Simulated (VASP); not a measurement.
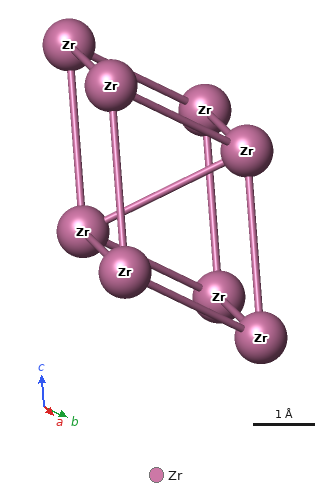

**Figure 1.** The structure as given in the input (ball-and-stick view of the cell of the calculation, seen slightly off an axis). Near neighbours in the crystal (not all of them lie inside the picture): Zr has 8 Zr at 3.14 Å.

## Zr: geometry relaxation (part 1 of 2)

System: Zr (Im-3m, 1 atom in the cell).
Method: Kohn-Sham DFT of a periodic cell, PBEsol, VASP PAW PBE potentials, recommended, no spin polarisation (VASP 6.6.1).

The structure derives from an entry of the Crystallography Open Database. Some settings of this run were made unusual or wrong on purpose.

## OSZICAR
```
N       E                     dE             d eps       ncg     rms          rms(c)
DAV:   1     0.931297715867E+02    0.93130E+02   -0.76247E+03   948   0.133E+03
DAV:   2    -0.596377410876E+01   -0.99094E+02   -0.97236E+02  1028   0.316E+02
DAV:   3    -0.964535294619E+01   -0.36816E+01   -0.35591E+01  1316   0.511E+01
DAV:   4    -0.981548862317E+01   -0.17014E+00   -0.16967E+00  1168   0.101E+01
DAV:   5    -0.982403112974E+01   -0.85425E-02   -0.85416E-02  1322   0.153E+00    0.995E+00
RMM:   6    -0.948936070078E+01    0.33467E+00   -0.43338E-01   961   0.604E+00    0.403E+00
RMM:   7    -0.942563963541E+01    0.63721E-01   -0.41067E-01   993   0.485E+00    0.791E-01
RMM:   8    -0.943120045470E+01   -0.55608E-02   -0.52296E-02  1068   0.229E+00    0.572E-01
RMM:   9    -0.943250528098E+01   -0.13048E-02   -0.22254E-02  1158   0.118E+00    0.224E-01
RMM:  10    -0.943235879822E+01    0.14648E-03   -0.56966E-03  1076   0.842E-01    0.106E-01
RMM:  11    -0.943244156453E+01   -0.82766E-04   -0.22413E-03  1200   0.367E-01    0.511E-02
RMM:  12    -0.943250617521E+01   -0.64611E-04   -0.63198E-04  1285   0.156E-01    0.471E-02
RMM:  13    -0.943253653309E+01   -0.30358E-04   -0.23697E-04  1228   0.927E-02    0.351E-02
RMM:  14    -0.943254889369E+01   -0.12361E-04   -0.11290E-04  1177   0.997E-02    0.108E-02
RMM:  15    -0.943255477237E+01   -0.58787E-05   -0.54217E-05  1089   0.483E-02    0.203E-03
RMM:  16    -0.943255779202E+01   -0.30197E-05   -0.24369E-05   946   0.293E-02    0.849E-04
RMM:  17    -0.943255958332E+01   -0.17913E-05   -0.13331E-05   855   0.210E-02    0.155E-03
RMM:  18    -0.943256050841E+01   -0.92509E-06   -0.77554E-06   715   0.157E-02
   1 F= -.94325605E+01 E0= -.90230822E+01  d E =-.943256E+01
       N       E                     dE             d eps       ncg     rms          rms(c)
DAV:   1    -0.100292506685E+02   -0.59669E+00   -0.17847E+01  1022   0.490E+01    0.797E+00
RMM:   2    -0.946526493974E+01    0.56399E+00   -0.10144E+00   970   0.119E+01    0.220E+00
RMM:   3    -0.939190737414E+01    0.73358E-01   -0.84637E-01  1065   0.805E+00    0.207E+00
RMM:   4    -0.941957762595E+01   -0.27670E-01   -0.16463E-01  1137   0.333E+00    0.237E-01
RMM:   5    -0.943297818613E+01   -0.13401E-01   -0.11110E-01  1158   0.224E+00    0.798E-01
RMM:   6    -0.943493533909E+01   -0.19572E-02   -0.22465E-02  1209   0.972E-01    0.580E-01
RMM:   7    -0.943624844751E+01   -0.13131E-02   -0.76720E-03  1286   0.504E-01    0.673E-01
RMM:   8    -0.943600441821E+01    0.24403E-03   -0.74049E-03  1154   0.963E-01    0.261E-01
RMM:   9    -0.943604592714E+01   -0.41509E-04   -0.22822E-03  1164   0.400E-01    0.109E-01
RMM:  10    -0.943611326570E+01   -0.67339E-04   -0.71846E-04  1251   0.170E-01    0.645E-02
RMM:  11    -0.943613363554E+01   -0.20370E-04   -0.29606E-04  1243   0.111E-01    0.623E-02
RMM:  12    -0.943614165484E+01   -0.80193E-05   -0.15585E-04  1172   0.143E-01    0.268E-02
RMM:  13    -0.943614461702E+01   -0.29622E-05   -0.59945E-05  1135   0.570E-02    0.221E-02
RMM:  14    -0.943614963005E+01   -0.50130E-05   -0.31760E-05  1185   0.501E-02    0.623E-03
RMM:  15    -0.943615163732E+01   -0.20073E-05   -0.18151E-05   894   0.270E-02    0.246E-03
RMM:  16    -0.943615291274E+01   -0.12754E-05   -0.85866E-06   827   0.196E-02    0.419E-04
RMM:  17    -0.943615356154E+01   -0.64880E-06   -0.55757E-06   708   0.145E-02
   2 F= -.94361536E+01 E0= -.90502306E+01  d E =-.359305E-02
       N       E                     dE             d eps       ncg     rms          rms(c)
DAV:   1    -0.955564968308E+01   -0.11950E+00   -0.34308E+00  1112   0.217E+01    0.329E+00
RMM:   2    -0.944676329816E+01    0.10889E+00   -0.23148E-01   970   0.575E+00    0.979E-01
RMM:   3    -0.943352514186E+01    0.13238E-01   -0.17939E-01  1058   0.371E+00    0.818E-01
RMM:   4    -0.943866202795E+01   -0.51369E-02   -0.31756E-02  1137   0.145E+00    0.112E-01
RMM:   5    -0.944108417316E+01   -0.24221E-02   -0.17797E-02  1198   0.851E-01    0.346E-01
RMM:   6    -0.944185020847E+01   -0.76604E-03   -0.41611E-03  1183   0.419E-01    0.203E-01
RMM:   7    -0.944218569819E+01   -0.33549E-03   -0.22669E-03  1267   0.263E-01    0.972E-02
RMM:   8    -0.944225837713E+01   -0.72679E-04   -0.48308E-04  1281   0.136E-01    0.922E-02
RMM:   9    -0.944227867684E+01   -0.20300E-04   -0.18224E-04  1217   0.786E-02    0.927E-02
RMM:  10    -0.944227575688E+01    0.29200E-05   -0.32061E-04  1291   0.242E-01    0.736E-02
RMM:  11    -0.944227595723E+01   -0.20035E-06   -0.82795E-05  1125   0.123E-01    0.135E-02
RMM:  12    -0.944227789400E+01   -0.19368E-05   -0.23527E-05   996   0.371E-02    0.308E-03
RMM:  13    -0.944227873656E+01   -0.84256E-06   -0.10653E-05   875   0.235E-02    0.578E-03
RMM:  14    -0.944227960182E+01   -0.86526E-06   -0.61927E-06   732   0.153E-02
   3 F= -.94422796E+01 E0= -.90457438E+01  d E =-.971909E-02
```

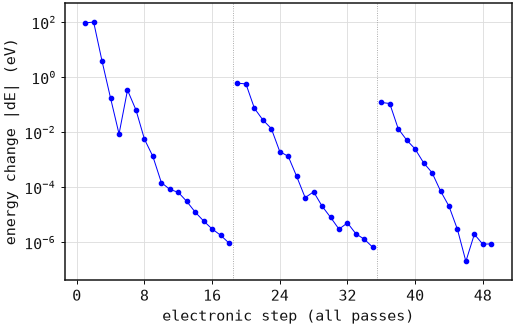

**Figure 2.** Convergence of the self-consistent field: energy change |dE| against the electronic step. Each stretch between dotted lines is the SCF of one geometry step of a relaxation. The 3 ionic steps take 14 to 18 electronic steps each. The density is held fixed in the first few steps, and dE rises again when its update begins.

## Parts of OUTCAR
```
SYSTEM = Zr
   PREC = Accurate
   ENCUT = 600
   EDIFF = 1E-6
   ISMEAR = 0
   LREAL = .False.
   LASPH = .True.
   NELM = 75
   ISIF = 3
   GGA = PS
   IBRION = 2
   NSW = 30
   EDIFFG = -0.005

 ion  position               nearest neighbor table
   1  0.000  0.000  0.000-

  LATTYP: Found a body centered cubic cell.
 ALAT       =     3.6200000000

  Lattice vectors:

 A1 = (  -1.8100000000,   1.8100000000,   1.8100000000)
 A2 = (   1.8100000000,  -1.8100000000,   1.8100000000)
 A3 = (   1.8100000000,   1.8100000000,  -1.8100000000)

Analysis of symmetry for initial positions (statically):
=====================================================================
 Subroutine PRICEL returns:
 Original cell was already a primitive cell.

 Routine SETGRP: Setting up the symmetry group for a
 body centered cubic supercell.

 Subroutine GETGRP returns: Found 48 space group operations
 (whereof 48 operations were pure point group operations)
 out of a pool of 48 trial point group operations.

The static configuration has the point symmetry O_h .

Analysis of symmetry for dynamics (positions and initial velocities):
=====================================================================
 Subroutine PRICEL returns:
 Original cell was already a primitive cell.

 Routine SETGRP: Setting up the symmetry group for a
 body centered cubic supercell.

 Subroutine GETGRP returns: Found 48 space group operations
 (whereof 48 operations were pure point group operations)
 out of a pool of 48 trial point group operations.

The dynamic configuration has the point symmetry O_h .

 Subroutine INISYM returns: Found 48 space group operations
 (whereof 48 operations are pure point group operations),
 and found     1 'primitive' translations

----------------------------------------------------------------------------------------

                                     Primitive cell

  volume of cell :      23.7190

  direct lattice vectors                    reciprocal lattice vectors
    -1.810000000  1.810000000  1.810000000     0.000000000  0.276243094  0.276243094
     1.810000000 -1.810000000  1.810000000     0.276243094  0.000000000  0.276243094
     1.810000000  1.810000000 -1.810000000     0.276243094  0.276243094  0.000000000

  length of vectors
     3.135011962  3.135011962  3.135011962     0.390666730  0.390666730  0.390666730

  position of ions in fractional coordinates (direct lattice)
     0.000000000  0.000000000  0.000000000

  ion indices of the primitive-cell ions
   primitive index   ion index
                 1           1

----------------------------------------------------------------------------------------

 KPOINTS: Automatic mesh

Automatic generation of k-mesh.
 Grid dimensions read from file:
 generate k-points for:   10   10   10

 Generating k-lattice:

  Cartesian coordinates                     Fractional coordinates (reciprocal lattice)
     0.000000000  0.027624309  0.027624309     0.100000000  0.000000000  0.000000000
     0.027624309  0.000000000  0.027624309     0.000000000  0.100000000  0.000000000
     0.027624309  0.027624309  0.000000000     0.000000000  0.000000000  0.100000000

  Length of vectors
     0.039066673  0.039066673  0.039066673

  Shift w.r.t. Gamma in fractional coordinates (k-lattice)
     0.000000000  0.000000000  0.000000000

 Subroutine IBZKPT returns following result:
 ===========================================

 Found     47 irreducible k-points:

 Following reciprocal coordinates:
            Coordinates               Weight
  0.000000  0.000000  0.000000      1.000000
  0.100000  0.000000  0.000000     12.000000
  0.200000  0.000000  0.000000     12.000000
  0.300000  0.000000  0.000000     12.000000
  0.400000  0.000000  0.000000     12.000000
  0.500000  0.000000  0.000000      6.000000
  0.100000  0.100000  0.000000     24.000000
  0.200000  0.100000  0.000000     48.000000
  0.300000  0.100000  0.000000     48.000000
  0.400000  0.100000  0.000000     48.000000
  0.200000  0.200000  0.000000     24.000000
  0.300000  0.200000  0.000000     48.000000
  0.400000  0.200000  0.000000     24.000000
  0.300000  0.300000  0.000000     24.000000
  0.100000  0.100000  0.100000      8.000000
  0.200000  0.100000  0.100000     24.000000
  0.300000  0.100000  0.100000     24.000000
  0.400000  0.100000  0.100000     12.000000
 -0.100000  0.100000  0.100000      6.000000
  0.200000  0.200000  0.100000     24.000000
  0.300000  0.200000  0.100000     48.000000
 -0.200000  0.200000  0.100000     24.000000
  0.300000  0.300000  0.100000      8.000000
 -0.300000  0.300000  0.100000     24.000000
 [... further k-points ...]
   k-points           NKPTS =     47   k-points in BZ     NKDIM =     47   number of bands    NBANDS=     10
   number of dos      NEDOS =    301   number of ions     NIONS =      1
   total plane-waves  NPLWV =  21952
   dimension x,y,z NGX =    28 NGY =   28 NGZ =   28
   dimension x,y,z NGXF=    56 NGYF=   56 NGZF=   56
   ions per type =               1
   NGX,Y,Z   is equivalent  to a cutoff of  14.85, 14.85, 14.85 a.u.
   NGXF,Y,Z  is equivalent  to a cutoff of  29.70, 29.70, 29.70 a.u.
 SYSTEM =  Zr
   PREC   = accura    normal or accurate (medium, high low for compatibility)
   ISTART =      0    job   : 0-new  1-cont  2-samecut
   ICHARG =      2    charge: 1-file 2-atom 10-const
   ISPIN  =      1    spin polarized calculation?
   LNONCOLLINEAR =      F non collinear calculations
   LSORBIT =      F    spin-orbit coupling
   LASPH  =      T    aspherical Exc in radial PAW
   ENCUT  =  600.0 eV  44.10 Ry    6.64 a.u.   6.26  6.26  6.26*2*pi/ulx,y,z
   NELM   =     75;   NELMIN=  2; NELMDL= -5     # of ELM steps
   EDIFF  = 0.1E-05   stopping-criterion for ELM
   LREAL  =      F    real-space projection
   EDIFFG = -.5E-02   stopping-criterion for IOM
   NSW    =     30    number of steps for IOM
   IBRION =      2    ionic relax: 0-MD 1-quasi-New 2-CG
   NFREE  =      1    steps in history (QN), initial steepest desc. (CG)
   ISIF   =      3    stress and relaxation
   ISYM   =      2    0-nonsym 1-usesym 2-fastsym
   POTIM  = 0.5000    time-step for ionic-motion
   TEBEG  =    0.0;   TEEND  =   0.0 temperature during run
   PSTRESS=    0.0 pullay stress
   NELECT =      12.0000    total number of electrons
   NUPDOWN=      -1.0000    fix difference up-down
   EMIN   =  10.00;   EMAX   =-10.00  energy-range for DOS
   EFERMI =   0.00;   METHOD = LEGACY
   ISMEAR =     0;   SIGMA  =   1.00  broadening in eV -4-tet -1-fermi 0-gaus
   EFERMI_NEDOS =   21; number of points for ismear=-14 and -15
   IALGO  =     68    algorithm
   IMIX   =      4    mixing-type and parameters
     AMIX     =   0.40;   BMIX     =  1.00
     AMIX_MAG =   1.60;   BMIX_MAG =  1.00
  volume/ion in A,a.u.               =      23.72       160.06
  Fermi-wavevector in a.u.,A,eV,Ry     =   1.304478  2.465105 23.152520  1.701662
  Thomas-Fermi vector in A             =   2.435411
   LORBIT       =      0    0 simple, 1 ext, 2 COOP (PROOUT), +10 PAW based schemes
   GGA     = PS    functional components
   LHFCALC =     F    Hartree Fock is set to
   AEXX    =    0.0000 exact exchange contribution
   IVDW    =     0    specifies the selected vdW correction
   LEPSILON=     F    determine dielectric tensor
   LRPA    =     F    only Hartree local field effects (RPA)
 conjugate gradient relaxation of ions
 non-spin polarized calculation
 RMM-DIIS sequential band-by-band and
 Gauss-broadening in eV      SIGMA  =   1.00
  energy-cutoff  :      600.00
  volume of cell :       23.72
 maximum number of plane-waves:       802
 NGX is ok and might be reduce to    28
   NGX = 13   NGY = 13   NGZ = 13
```
